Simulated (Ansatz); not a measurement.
Geometry relaxation of Co (part 2 of 3)

The same run, continued: Co (slab, 3 atoms in the cell); DFT PBEsol, scalar-relativistic, plane waves, PAW, spin-polarised (Ansatz 0.2.0); cutoff 420 eV, 12×12×1 k-mesh, Gaussian smearing of 0.1 eV, collinear spins. The structure derives from a Materials Project entry. The input holds or restrains some coordinates. Forces given for the steps count only the free coordinates. It belongs to a series of runs on one base structure; here: clean slab, lower half held.

Geometry of the input (Å; fractional positions):
```
2.4564  0.0000  0.0000
-1.2282  2.1273  0.0000
0.0000  0.0000  20.9695
Co 0.6667  0.3333  0.4054
Co 0.3333  0.6667  0.5000
Co 0.6667  0.3333  0.5946
```

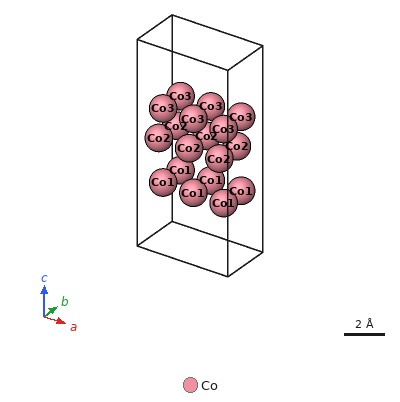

The geometry at step 3 of the log (spheres-only view of the 3 × 2 repeat of the cell, with the vacuum cut short, seen slightly off an axis; atoms are numbered from 1 in the order of the input).

### Output, continued
```
SCF iter   1: F=—  HF=-15277.298958 eV  |F-HF|=—  |Δ(HF+E_count)|=         —  Δρ=1.92e-3 (↑1.41e-3 ↓1.92e-3)  dr2=6.17e-3  dr2_m=2.39e-3  M=5.121 μB ∫|m|=5.547 μB  β_m=1.00  ethr=1.52e-5  p=0.000 e·Å  D=1.56e-5 V/Å  ΔV_dip=-0.00 eV  dr2_dipole=1.26e-3  V_vac-E_F(+/−)=5.12/5.12 eV  ⟨swp⟩=2.5  Hψ=4326  notcnv=0  defer=91
efield: sawtooth ramp at fractional position 0.9800 (handed on by an earlier solve), width 0.0400; the density the first Hamiltonian is built on has a dipole p = 0.000 e·Å; the dipole correction subtracts the counter field D = 1.56e-5 V/Å, which shifts the + side's vacuum level by -0.00 eV against the − side's; the planar-averaged density in the ramp window peaks in size at 1.4e-6 e/Å³
preconditioner: auto → LDOS  [metal: Δε(μ)=0.023 eV  Ē_g=6.973 eV  σ=0.100 eV  W_gap=0.13  n_scr=10 (ndim 8)  ℏωp=18.4 eV  f_vac=0.646  D(μ)=3.26/eV (n_scr^D=14)]
spin=Collinear: LDOS preconditioning applied to the charge; magnetization (m = ρ↑ − ρ↓) channel mixes plain (no charge-response kernel on spin).
SCF iter   2: F=—  HF=-15277.298904 eV  |F-HF|=—  |Δ(HF+E_count)|=   5.39e-5  Δρ=4.32e-4 (↑4.32e-4 ↓3.32e-4)  dr2=5.72e-4  dr2_m=2.28e-5  M=5.120 μB ∫|m|=5.544 μB  β_m=0.31  ethr=1.21e-5  p=0.001 e·Å  D=1.25e-3 V/Å  ΔV_dip=-0.03 eV  dr2_dipole=7.83e-5  V_vac-E_F(+/−)=5.10/5.12 eV  ⟨swp⟩=1.5  Hψ=1380  notcnv=0  defer=91
density mixer auto → msr1: a metal under ldos (density of states about μ 2.79 of a free-electron gas's, 16 screened modes)
SCF iter   3: F=—  HF=-15277.298972 eV  |F-HF|=—  |Δ(HF+E_count)|=   6.79e-5  Δρ=3.77e-4 (↑3.77e-4 ↓2.02e-4)  dr2=1.18e-4  dr2_m=4.55e-5  M=5.118 μB ∫|m|=5.544 μB  β_m=0.53  ethr=1.12e-6  p=0.001 e·Å  D=1.24e-3 V/Å  ΔV_dip=-0.03 eV  dr2_dipole=4.63e-6  V_vac-E_F(+/−)=5.10/5.12 eV  ⟨swp⟩=2.0  Hψ=1726  notcnv=0  defer=91
SCF iter   4: F=—  HF=-15277.299127 eV  |F-HF|=—  |Δ(HF+E_count)|=   1.55e-4  Δρ=2.33e-4 (↑2.33e-4 ↓1.13e-4)  dr2=4.70e-5  dr2_m=2.08e-5  M=5.114 μB ∫|m|=5.540 μB  β_m=0.49  ethr=2.31e-7  p=0.000 e·Å  D=6.44e-4 V/Å  ΔV_dip=-0.01 eV  dr2_dipole=5.33e-6  V_vac-E_F(+/−)=5.11/5.13 eV  ⟨swp⟩=2.2  Hψ=2246  notcnv=0  defer=91
SCF iter   5: F=—  HF=-15277.299137 eV  |F-HF|=—  |Δ(HF+E_count)|=   1.04e-5  Δρ=1.24e-4 (↑1.01e-4 ↓1.24e-4)  dr2=6.40e-6  dr2_m=1.13e-5  M=5.114 μB ∫|m|=5.539 μB  β_m=0.75  ethr=9.21e-8  p=0.000 e·Å  D=4.06e-4 V/Å  ΔV_dip=-0.01 eV  dr2_dipole=1.51e-6  V_vac-E_F(+/−)=5.12/5.13 eV  ⟨swp⟩=2.3  Hψ=1890  notcnv=0  defer=91
SCF iter   6: F=—  HF=-15277.299167 eV  |F-HF|=—  |Δ(HF+E_count)|=   3.04e-5  Δρ=1.27e-4 (↑1.27e-4 ↓4.52e-5)  dr2=1.08e-5  dr2_m=6.46e-6  M=5.112 μB ∫|m|=5.537 μB  β_m=0.87  ethr=1.25e-8  p=0.000 e·Å  D=2.17e-4 V/Å  ΔV_dip=-0.00 eV  dr2_dipole=2.42e-6  V_vac-E_F(+/−)=5.12/5.13 eV  ⟨swp⟩=2.8  Hψ=2638  notcnv=0  defer=91
SCF iter   7: F=—  HF=-15277.299173 eV  |F-HF|=—  |Δ(HF+E_count)|=   5.82e-6  Δρ=7.36e-5 (↑7.36e-5 ↓3.89e-5)  dr2=1.97e-5  dr2_m=4.23e-7  M=5.110 μB ∫|m|=5.535 μB  β_m=0.74  ethr=1.25e-8  p=-0.000 e·Å  D=-2.08e-4 V/Å  ΔV_dip=0.00 eV  dr2_dipole=6.18e-6  V_vac-E_F(+/−)=5.13/5.13 eV  ⟨swp⟩=2.6  Hψ=2374  notcnv=0  defer=91
SCF iter   8: F=—  HF=-15277.299171 eV  |F-HF|=—  |Δ(HF+E_count)|=   2.03e-6  Δρ=4.12e-5 (↑4.12e-5 ↓1.68e-5)  dr2=1.85e-6  dr2_m=2.04e-7  M=5.110 μB ∫|m|=5.536 μB  β_m=0.59  ethr=1.25e-8  p=-0.000 e·Å  D=-1.89e-5 V/Å  ΔV_dip=0.00 eV  dr2_dipole=4.70e-8  V_vac-E_F(+/−)=5.13/5.13 eV  ⟨swp⟩=2.7  Hψ=2464  notcnv=0  defer=91
SCF iter   9: F=—  HF=-15277.299171 eV  |F-HF|=—  |Δ(HF+E_count)|=   1.74e-7  Δρ=1.20e-5 (↑1.20e-5 ↓3.36e-6)  dr2=1.22e-7  dr2_m=3.03e-8  M=5.110 μB ∫|m|=5.536 μB  β_m=0.55  ethr=3.64e-9  p=-0.000 e·Å  D=-1.52e-5 V/Å  ΔV_dip=0.00 eV  dr2_dipole=6.07e-9  V_vac-E_F(+/−)=5.13/5.13 eV  ⟨swp⟩=2.3  Hψ=1977  notcnv=0  defer=91
iter 10 did not close the SCF: its close was put off until two iterations running show no level that it waits for move by more than its bar (scf_convergence_deferred on its scf_iter line)
SCF iter  10: F=-15277.299170 eV  HF=-15277.299171 eV  |F-HF|=1.78e-6  |Δ(HF+E_count)|=   2.02e-7  Δρ=3.58e-5 (↑3.74e-6 ↓3.58e-5)  dr2=2.03e-6  dr2_m=2.76e-7  M=5.110 μB ∫|m|=5.535 μB  β_m=0.64  ethr=2.39e-10  p=-0.000 e·Å  D=-1.14e-5 V/Å  ΔV_dip=0.00 eV  dr2_dipole=8.93e-10  V_vac-E_F(+/−)=5.13/5.13 eV  ⟨swp⟩=16.0  Hψ=11299  notcnv=0
iter 11 did not close the SCF: its close was put off until two iterations running show no level that it waits for move by more than its bar (scf_convergence_deferred on its scf_iter line)
SCF iter  11: F=-15277.299170 eV  HF=-15277.299171 eV  |F-HF|=8.92e-7  |Δ(HF+E_count)|=   1.00e-8  Δρ=2.50e-5 (↑2.75e-6 ↓2.50e-5)  dr2=9.91e-7  dr2_m=1.38e-7  M=5.110 μB ∫|m|=5.535 μB  β_m=0.82  ethr=2.39e-10  p=-0.000 e·Å  D=-9.94e-6 V/Å  ΔV_dip=0.00 eV  dr2_dipole=1.20e-8  V_vac-E_F(+/−)=5.13/5.13 eV  ⟨swp⟩=10.5  Hψ=8779  notcnv=0
SCF iter  12: F=-15277.299171 eV  HF=-15277.299171 eV  |F-HF|=2.59e-7  |Δ(HF+E_count)|=   2.29e-8  Δρ=9.81e-6 (↑4.42e-6 ↓9.81e-6)  dr2=2.71e-7  dr2_m=8.23e-9  M=5.110 μB ∫|m|=5.536 μB  ethr=2.39e-10  p=-0.000 e·Å  D=-3.29e-6 V/Å  ΔV_dip=0.00 eV  dr2_dipole=1.53e-8  V_vac-E_F(+/−)=5.13/5.13 eV  ⟨swp⟩=10.7  Hψ=9104  notcnv=0
SCF 2 converged in 12 iterations: F = -15277.299171 eV  dr2 = 2.71e-7
relax step   2: F+E_penalty+E_count = -15277.29917100 eV  Δ(F+E_penalty+E_count) = -3.934e-3 eV  max|allowed force component| = 1.211e-1 eV/Å  Δτ_max = 0.0244 Å  (12 SCF iters, dr2 threshold 2.50e-6 eV, accepted)
SCF iter   1: F=—  HF=-15277.301381 eV  |F-HF|=—  |Δ(HF+E_count)|=         —  Δρ=2.82e-3 (↑1.80e-3 ↓2.82e-3)  dr2=2.20e-2  dr2_m=4.59e-3  M=5.104 μB ∫|m|=5.524 μB  β_m=1.00  ethr=2.15e-4  p=-0.000 e·Å  D=-2.28e-6 V/Å  ΔV_dip=0.00 eV  dr2_dipole=4.92e-3  V_vac-E_F(+/−)=5.12/5.12 eV  ⟨swp⟩=4.5  Hψ=3130  notcnv=0  defer=91
efield: sawtooth ramp at fractional position 0.9800 (handed on by an earlier solve), width 0.0400; the density the first Hamiltonian is built on has a dipole p = -0.000 e·Å; the dipole correction subtracts the counter field D = -2.28e-6 V/Å, which shifts the + side's vacuum level by +0.00 eV against the − side's; the planar-averaged density in the ramp window peaks in size at 4.7e-6 e/Å³
preconditioner: auto → LDOS  [metal: Δε(μ)=0.023 eV  Ē_g=7.000 eV  σ=0.100 eV  W_gap=0.13  n_scr=16 (ndim 8)  ℏωp=18.4 eV  f_vac=0.652  D(μ)=3.26/eV (n_scr^D=14)]
spin=Collinear: LDOS preconditioning applied to the charge; magnetization (m = ρ↑ − ρ↓) channel mixes plain (no charge-response kernel on spin).
SCF iter   2: F=—  HF=-15277.301076 eV  |F-HF|=—  |Δ(HF+E_count)|=   3.05e-4  Δρ=9.59e-4 (↑9.59e-4 ↓5.19e-4)  dr2=2.82e-3  dr2_m=1.28e-4  M=5.100 μB ∫|m|=5.519 μB  β_m=0.30  ethr=4.31e-5  p=0.001 e·Å  D=2.43e-3 V/Å  ΔV_dip=-0.05 eV  dr2_dipole=3.13e-4  V_vac-E_F(+/−)=5.07/5.13 eV  ⟨swp⟩=1.8  Hψ=1819  notcnv=0  defer=91
density mixer auto → msr1: a metal under ldos (density of states about μ 2.81 of a free-electron gas's, 16 screened modes)
SCF iter   3: F=—  HF=-15277.301020 eV  |F-HF|=—  |Δ(HF+E_count)|=   5.55e-5  Δρ=7.72e-4 (↑7.72e-4 ↓3.61e-4)  dr2=5.69e-4  dr2_m=2.51e-4  M=5.098 μB ∫|m|=5.518 μB  β_m=0.57  ethr=5.53e-6  p=0.001 e·Å  D=1.92e-3 V/Å  ΔV_dip=-0.04 eV  dr2_dipole=6.09e-5  V_vac-E_F(+/−)=5.08/5.12 eV  ⟨swp⟩=1.9  Hψ=1580  notcnv=0  defer=91
SCF iter   4: F=—  HF=-15277.301309 eV  |F-HF|=—  |Δ(HF+E_count)|=   2.88e-4  Δρ=3.88e-4 (↑3.88e-4 ↓2.05e-4)  dr2=2.48e-4  dr2_m=4.88e-5  M=5.094 μB ∫|m|=5.514 μB  β_m=0.53  ethr=1.12e-6  p=0.001 e·Å  D=1.30e-3 V/Å  ΔV_dip=-0.03 eV  dr2_dipole=6.89e-5  V_vac-E_F(+/−)=5.10/5.13 eV  ⟨swp⟩=2.1  Hψ=1773  notcnv=0  defer=91
SCF iter   5: F=—  HF=-15277.301307 eV  |F-HF|=—  |Δ(HF+E_count)|=   1.81e-6  Δρ=1.50e-4 (↑1.28e-4 ↓1.50e-4)  dr2=1.31e-5  dr2_m=1.44e-5  M=5.093 μB ∫|m|=5.512 μB  β_m=0.61  ethr=4.87e-7  p=0.000 e·Å  D=1.47e-4 V/Å  ΔV_dip=-0.00 eV  dr2_dipole=1.75e-7  V_vac-E_F(+/−)=5.12/5.12 eV  ⟨swp⟩=2.1  Hψ=1804  notcnv=0  defer=91
SCF iter   6: F=—  HF=-15277.301313 eV  |F-HF|=—  |Δ(HF+E_count)|=   5.84e-6  Δρ=8.20e-5 (↑8.20e-5 ↓6.13e-5)  dr2=8.31e-6  dr2_m=3.21e-6  M=5.093 μB ∫|m|=5.512 μB  β_m=0.66  ethr=2.57e-8  p=0.000 e·Å  D=1.93e-4 V/Å  ΔV_dip=-0.00 eV  dr2_dipole=1.59e-6  V_vac-E_F(+/−)=5.12/5.12 eV  ⟨swp⟩=3.7  Hψ=2838  notcnv=0  defer=91
SCF iter   7: F=—  HF=-15277.301313 eV  |F-HF|=—  |Δ(HF+E_count)|=   2.57e-7  Δρ=4.36e-5 (↑1.90e-5 ↓4.36e-5)  dr2=2.04e-6  dr2_m=4.10e-7  M=5.092 μB ∫|m|=5.511 μB  β_m=0.64  ethr=1.63e-8  p=0.000 e·Å  D=6.63e-5 V/Å  ΔV_dip=-0.00 eV  dr2_dipole=1.02e-7  V_vac-E_F(+/−)=5.12/5.12 eV  ⟨swp⟩=2.2  Hψ=1906  notcnv=0  defer=91
SCF iter   8: F=—  HF=-15277.301312 eV  |F-HF|=—  |Δ(HF+E_count)|=   1.55e-7  Δρ=2.00e-5 (↑2.00e-5 ↓7.44e-6)  dr2=2.97e-7  dr2_m=1.21e-7  M=5.092 μB ∫|m|=5.511 μB  β_m=0.54  ethr=4.00e-9  p=0.000 e·Å  D=8.77e-6 V/Å  ΔV_dip=-0.00 eV  dr2_dipole=1.98e-10  V_vac-E_F(+/−)=5.12/5.12 eV  ⟨swp⟩=2.4  Hψ=2249  notcnv=0  defer=91
iter 9 did not close the SCF: its close was put off until two iterations running show no level that it waits for move by more than its bar (scf_convergence_deferred on its scf_iter line)
SCF iter   9: F=-15277.301312 eV  HF=-15277.301312 eV  |F-HF|=2.80e-8  |Δ(HF+E_count)|=   1.82e-8  Δρ=4.54e-6 (↑4.45e-6 ↓4.54e-6)  dr2=5.02e-8  dr2_m=1.04e-8  M=5.092 μB ∫|m|=5.511 μB  β_m=0.52  ethr=5.83e-10  p=0.000 e·Å  D=1.55e-6 V/Å  ΔV_dip=-0.00 eV  dr2_dipole=2.39e-9  V_vac-E_F(+/−)=5.12/5.12 eV  ⟨swp⟩=16.2  Hψ=11431  notcnv=0
SCF iter  10: F=-15277.301312 eV  HF=-15277.301312 eV  |F-HF|=1.02e-8  |Δ(HF+E_count)|=   6.38e-9  Δρ=1.44e-6 (↑1.44e-6 ↓1.20e-6)  dr2=4.59e-9  dr2_m=3.60e-10  M=5.092 μB ∫|m|=5.511 μB  ethr=9.85e-11  p=0.000 e·Å  D=3.14e-6 V/Å  ΔV_dip=-0.00 eV  dr2_dipole=2.44e-11  V_vac-E_F(+/−)=5.12/5.12 eV  ⟨swp⟩=9.9  Hψ=8852  notcnv=0
SCF 3 converged in 10 iterations: F = -15277.301312 eV  dr2 = 4.59e-9
relax step   3: F+E_penalty+E_count = -15277.30131239 eV  Δ(F+E_penalty+E_count) = -2.141e-3 eV  max|allowed force component| = 8.783e-3 eV/Å  Δτ_max = 0.0326 Å  (10 SCF iters, dr2 threshold 9.16e-7 eV, accepted)
iter 1 solved again at ethr=3.44e-12 eV; its pass at ethr=3.10e-3 eV (dr2=1.76e-9 eV) is discarded
SCF iter   1: F=—  HF=-15277.301312 eV  |F-HF|=—  |Δ(HF+E_count)|=         —  Δρ=1.35e-6 (↑1.35e-6 ↓9.30e-7)  dr2=1.76e-9  dr2_m=6.68e-10  M=5.092 μB ∫|m|=5.511 μB  β_m=1.00  ethr=3.44e-12  p=0.000 e·Å  D=3.14e-6 V/Å  ΔV_dip=-0.00 eV  dr2_dipole=1.95e-11  V_vac-E_F(+/−)=5.12/5.12 eV  ⟨swp⟩=1.8  Hψ=3555  notcnv=0
efield: sawtooth ramp at fractional position 0.9800 (handed on by an earlier solve), width 0.0400; the density the first Hamiltonian is built on has a dipole p = 0.000 e·Å; the dipole correction subtracts the counter field D = 3.14e-6 V/Å, which shifts the + side's vacuum level by -0.00 eV against the − side's; the planar-averaged density in the ramp window peaks in size at 3.8e-6 e/Å³
preconditioner: auto → LDOS  [metal: Δε(μ)=0.034 eV  Ē_g=6.990 eV  σ=0.100 eV  W_gap=0.19  n_scr=10 (ndim 8)  ℏωp=18.4 eV  f_vac=0.651  D(μ)=3.34/eV (n_scr^D=14)]
spin=Collinear: LDOS preconditioning applied to the charge; magnetization (m = ρ↑ − ρ↓) channel mixes plain (no charge-response kernel on spin).
SCF iter   2: F=-15277.301312 eV  HF=-15277.301312 eV  |F-HF|=6.33e-9  |Δ(HF+E_count)|=   6.50e-9  Δρ=7.70e-7 (↑3.52e-7 ↓7.70e-7)  dr2=1.30e-9  dr2_m=1.27e-10  M=5.092 μB ∫|m|=5.511 μB  ethr=3.44e-12  p=0.000 e·Å  D=3.30e-6 V/Å  ΔV_dip=-0.00 eV  dr2_dipole=3.09e-11  V_vac-E_F(+/−)=5.12/5.12 eV  ⟨swp⟩=8.7  Hψ=8025  notcnv=0
SCF 4 converged in 2 iterations: F = -15277.301312 eV  dr2 = 1.30e-9
relax step   4: F+E_penalty+E_count = -15277.30131240 eV  Δ(F+E_penalty+E_count) = -2.219e-9 eV  max|allowed force component| = 8.787e-3 eV/Å  Δτ_max = 0.0000 Å  (2 SCF iters, accepted)
WARN: The output density's exchange-correlation potential varies sharply where the density is thin. Do not read a vacuum level from v_tot or v_xc, or from such a field of the output density. On a cell that repeats whose density bears no net charge and no dipole along the vacuum's axis use v_es (v_loc + v_h of the components); under efield.dipole_correction with no amplitude use v_es + v_field, which holds any external_charges[].barrier, or the levels of the report's work_function block, which leave it out; under a non-zero efield.amplitude the vacuum is tilted and has no level; on a cell that repeats and bears such a dipole with no correction it is tilted too, and efield.dipole_correction with no amplitude gives each side of its ramp a level where efield: is served; in a cell that repeats whose density bears a net charge (total_charge, or a fill off its count) it is curved and has none; of a slab under crystal.periodic whose density bears no net charge use v_es, which has a level on each side, short of where the two are joined; of another it falls or rises all the way out and has none; of a slab beside external_charges read slab_vacuum_level instead, which it has where they leave it neutral. The grid or the basis barely resolves most such structure, and the values can differ between equally converged runs; as a rule a tighter scf.convergence.dr2_threshold does not remove it. Where the density itself ripples (under the LDA too) a higher basis.ecutwfc lessens it. The files hold the spikes' plane waves up to the density's cutoff. Files: v_tot_of_output_density and the like, and their columns of v_z.tsv (output.write_potential); v_xc_of_output_density and the like, and their columns of v_comp_z.tsv (output.write_potential_components). Measured: with its Gaussian average of σ = 0.25 Å subtracted twice, the exchange-correlation potential is over 0.1 eV at 255 of the grid points where the equally averaged density (valence and model cores) is under 1e-3 e/Å³, and 0.343 eV at the most among them, at an averaged density of 1.2e-8 e/Å³. The input density's (outcome.potential() and, of a run that writes arrays, v_tot and v_xc) is over 0.1 eV, so measured, at 41 points of its own thin density, 0.340 eV at the most. See output.write_potential in the manual, Limitations
SCF converged after 2 iterations
Stability not checked: this state was not tested for a lower state beside it, because the mixer in use, unlike msr1, does not test its closes by its own steps (another_mixer; see scf.mixing.algorithm and scf.lower_state_search)
Magnetization: 5.0923 μB (28.0461 up, 22.9539 down)
Absolute magnetization: 5.5125 μB (∫|ρ↑−ρ↓|, with the PAW one-centre terms)
Spin contamination: 0.0926 ħ² per cell (⟨S²⟩ above its minimum at these occupations)
Per-site moments (μB) at R_I (Å): [(1.7670626914156184, 0.9967240427095791), (1.7213698445863674, 0.9966563877714739), (1.7670004576247593, 0.9966563877714739)]
Free energy (F): -15277.301312 eV
Harris-Foulkes:  -15277.301312 eV  (|F-HF|=6.33e-9)
Internal energy: -15277.284618 eV  (E = F + TS)
E sigma→0 (E₀):  -15277.292965 eV
Entropy (-TS):   -0.016694 eV (-5.565 meV/atom)
Fermi energy:    1.989660 eV
Dipole field:    D = -0.000007 V/Å  (p = -0.000004 e·Å, saw-weighted, corrected)
Work function:   Φ+ = 5.1195 eV   Φ− = 5.1194 eV
Levels:          The Fermi level and band energies are counted from a zero that moves with the ramp; work functions are not
--- Per-component energies (eV) ---
  E_band       = -1577.351477
  E_kinetic    = 1361.009759
  E_local      = -92506.579542  (includes V_loc(G=0)·N_el)
  E_nonlocal   = 1370.985439
  E_hartree    = 45137.151070
  E_xc         = -471.238467
  E_vxc        = -610.822397  (∫ρ·V_xc dr)
  E_paw        = -4450.708156  (= ΣΔE_a)
  E_vpaw       = -1466.254058  (= ΣTr[D̂ρ^β])
  E_aug_tail   = 0.000185  (compensation charges beyond the density's cutoff)
  E_efield     = 0.000000  (sawtooth field / dipole correction)
  E_vefield    = -0.000010  (∫n·V_field dr)
  E_ewald      = 34281.529837
  E_core_change = 0.565258  (= ΣΔE_core)
  E_smearing   = -0.016694  (= −TS)
  E_closure    = 0.000000  (closes the sum)
  Σ components = -15277.301312   (vs F -15277.301312, Δ=0.00e0)
--- Forces (eV/Å), atoms counted from 1 ---
  atom   1  Co     0.00000000     0.00000000     0.00984381
  atom   2  Co    -0.00000000     0.00000000    -0.00105358
  atom   3  Co    -0.00000000    -0.00000000    -0.00878671
  max |Σ_I F_I| component: 3.52e-6 eV/Å
--- Band table (eV; the first three rows and the last of 38) ---
  k-point 0 ↑: bands = ["-93.8707", "-93.7250", "-93.7195", "-57.4300", "-57.1783", "-57.0865", "-57.0712", "-57.0712", "-56.9404", "-56.9404", "-56.9364", "-56.9364", "-6.6447", "-4.5765", "-3.5075", "-0.9203", "-0.8380", "-0.7566", "-0.7566", "-0.6234", "-0.6234", "-0.3628", "-0.3628", "0.2836", "0.2836", "0.7391", "0.8976", "0.8976", "1.1489", "1.1489", "2.1671", "6.7613", "7.1078", "7.7148"]
  k-point 1 ↑: bands = ["-93.8675", "-93.7221", "-93.7169", "-57.4242", "-57.1813", "-57.0890", "-57.0846", "-57.0762", "-56.9574", "-56.9553", "-56.9449", "-56.9405", "-6.4001", "-4.3490", "-3.3243", "-1.0582", "-0.9337", "-0.7861", "-0.6452", "-0.6225", "-0.5420", "-0.4200", "-0.2526", "0.1883", "0.2516", "0.3309", "0.7353", "0.8809", "1.1664", "1.4935", "2.9424", "6.9806", "7.3502", "7.9305"]
  k-point 2 ↑: bands = ["-93.8588", "-93.7143", "-93.7100", "-57.4084", "-57.2005", "-57.1105", "-57.0976", "-57.0898", "-57.0065", "-57.0023", "-56.9573", "-56.9518", "-5.7025", "-3.7400", "-2.8581", "-1.3540", "-1.1981", "-0.9424", "-0.6851", "-0.4327", "-0.3881", "-0.3405", "-0.2443", "0.0569", "0.1035", "0.2538", "0.6940", "0.8456", "1.2027", "2.3129", "4.2625", "7.6327", "8.0745", "8.5757"]
  k-point 18 ↓: bands = ["-91.7227", "-91.5604", "-91.5603", "-55.2870", "-55.2695", "-55.2677", "-55.1123", "-55.1113", "-55.0947", "-55.0526", "-55.0006", "-54.9681", "-1.0880", "-0.9845", "-0.8856", "-0.6472", "-0.2591", "0.2928", "0.7470", "0.8165", "0.9030", "0.9654", "1.8241", "2.7047", "2.7985", "2.9124", "3.0606", "8.1419", "8.4176", "8.7947", "9.0702", "9.9880", "11.8546", "12.3687"]
--- Relaxed structure (4 steps of the walk, 4 accepted, 0 SCFs on fresh bases) ---
  F+E_penalty+E_count = -15277.30131240 eV   max|allowed force component| = 8.787e-3 eV/Å
  atoms:
    - { symbol: Co, position: [0.6666666666666665, 0.33333333333333326, 0.4053511872] }
    - { symbol: Co, position: [0.33333333333333326, 0.6666666666666665, 0.4986447858226484] }
    - { symbol: Co, position: [0.6666666666666665, 0.33333333333333326, 0.5919287237701595] }
--- Löwdin populations: 3 sites ---
  site symbol       q [e]    m [muB]
     0     Co     16.7911     1.7757
     1     Co     16.7715     1.7216
     2     Co     16.7911     1.7757
  spilling = 0.012673 (of n_electrons = 51.000000)
```
